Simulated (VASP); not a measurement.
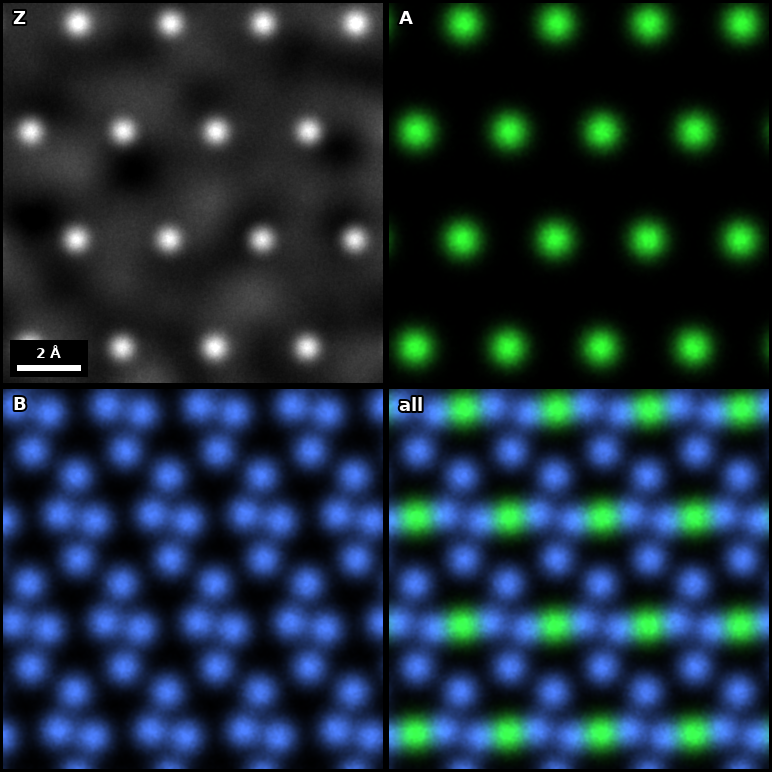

SnO$_{2}$ (Pnnm, No. 58) along [111]. Panel Z: The image is simulated as a sum over atoms of Z^1.7, blurred by a 0.64 Å probe (no channelling). The probe carries 25 % of its weight in a tail 2.5 times as wide. Shot noise and the speckle of an amorphous layer were added. The other panels are simulated element maps (the number of atoms of one element along the beam, blurred by 0.9 Å, with counting noise; each on its own scale, no channelling); the last overlays them. Model: a cell listed in the Materials Project, as set up for an electronic-structure calculation.

```xyz
6
Lattice="4.7880 0.0000 0.0000 0.0000 4.8666 0.0000 0.0000 0.0000 3.2409" Properties=species:S:1:pos:R:3 pbc="T T T"
Sn    0.0000    0.0000    0.0000
Sn    2.3940    2.4333    1.6204
O     3.3906    3.3042    0.0000
O     0.9966    3.9957    1.6204
O     3.7914    0.8709    1.6204
O     1.3974    1.5624    0.0000
```

**Which element does each lettered map show?**

A: Sn, B: O. The projected cell (2.93 × 3.70 Å, 113°) holds 5 columns: 4 of O and 1 of Sn. No column is shared by two of the mapped elements.
